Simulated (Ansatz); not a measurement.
```cif
data_structure
_symmetry_space_group_name_H-M 'P 1'
_symmetry_Int_Tables_number 1
_cell_length_a 4.6084
_cell_length_b 4.6086
_cell_length_c 3.1513
_cell_angle_alpha 90.000
_cell_angle_beta 90.000
_cell_angle_gamma 90.000
_cell_volume 66.93
loop_
_atom_site_label
_atom_site_type_symbol
_atom_site_fract_x
_atom_site_fract_y
_atom_site_fract_z
_atom_site_occupancy
Sn1 Sn 0.50000 0.50000 0.50000 1
Sn2 Sn 0.00000 0.00000 0.00000 1
O1 O 0.30498 0.30503 0.00000 1
O2 O 0.80498 0.19497 0.50000 1
O3 O 0.19502 0.80503 0.50000 1
O4 O 0.69502 0.69497 0.00000 1
```

Space group P4₂/mnm; a structure from a database of computed crystals, not necessarily the ambient phase; computed pressure about 20 GPa in this cell.

All numbers below come from Ansatz, DFT r2SCAN, scalar-relativistic, plane waves, PAW.

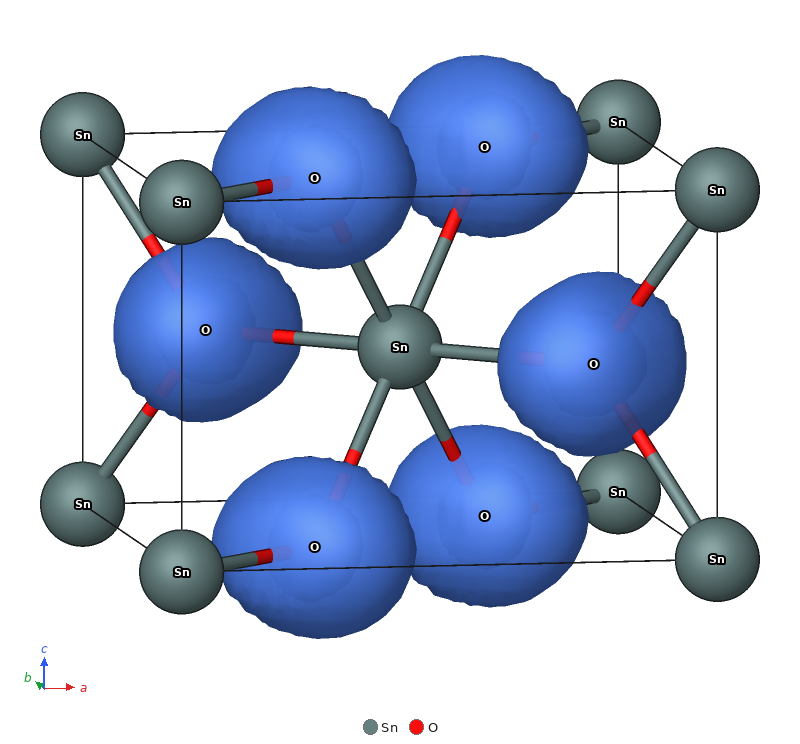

SnO2. Isosurface of the electron localisation function at 0.75 (blue), seen slightly off an axis. Core shells and regions of very low density are left out. Sticks mark near contacts.

### Identify the bonds, lone pairs and shells in this picture.

The ELF exceeds this value in four regions wrapped around O (the valence shell of each), counted in one cell of 6 atoms. Any copies at cell faces, edges or corners count once. Along the contacts the grid gives the following. Sn–O (1.99 Å): the ELF peaks at about 0.80 in the valence shell of O, 0.6 Å from its nucleus, and is about 0.25 at the midpoint (no localised pair shows between them).

### Does the calculation make it a metal, or give it a gap?

It is gapped, with a Kohn–Sham gap of 2.7 eV on the k-point mesh, an upper bound to the gap of this method.
